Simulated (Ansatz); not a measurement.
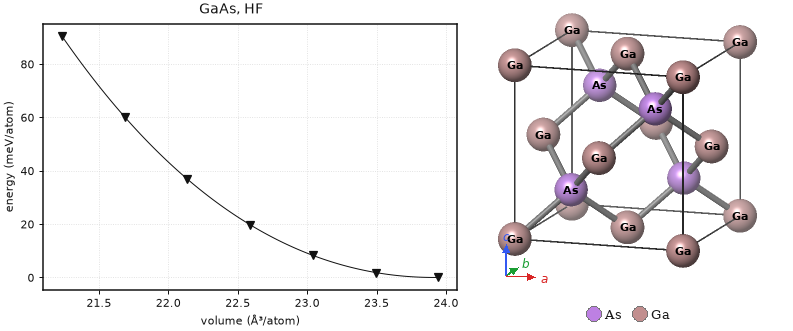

Caption: Energy against volume for GaAs, space group F-43m (No. 216). The conventional cell is drawn beside the plot.

A third-order Birch–Murnaghan fit gives V0 = 23.91 Å³/atom, B0 = 77.8 GPa and B′ = 4.4. The energy falls from 90.44 meV/atom at volume 21.23 Å³/atom to 0.00 meV/atom at 23.95 Å³/atom.

How it was computed, with Ansatz 0.2.0: plane-wave Hartree-Fock, no spin polarisation; energies at scaled volumes of the given cell, shape and fractions fixed, counted from the fit's minimum, third-order Birch-Murnaghan fit. Level: HF.

```tsv
setting	value
k mesh	4×4×4
occupations	Fermi–Dirac
smearing width	0.05 eV
potentials	Ansatz PAW
wave cutoff	420 eV
density cutoff	1680 eV
```

Cell as given: a = 3.998 Å, b = 3.998 Å, c = 3.998 Å, α = 60.00°, β = 60.00°, γ = 60.00°; 2 atoms.

Caveats: coarse k mesh; the fit and the printed pressures don't fully agree, or the minimum lies near the end of the range; the functional was run on potentials made for another functional.
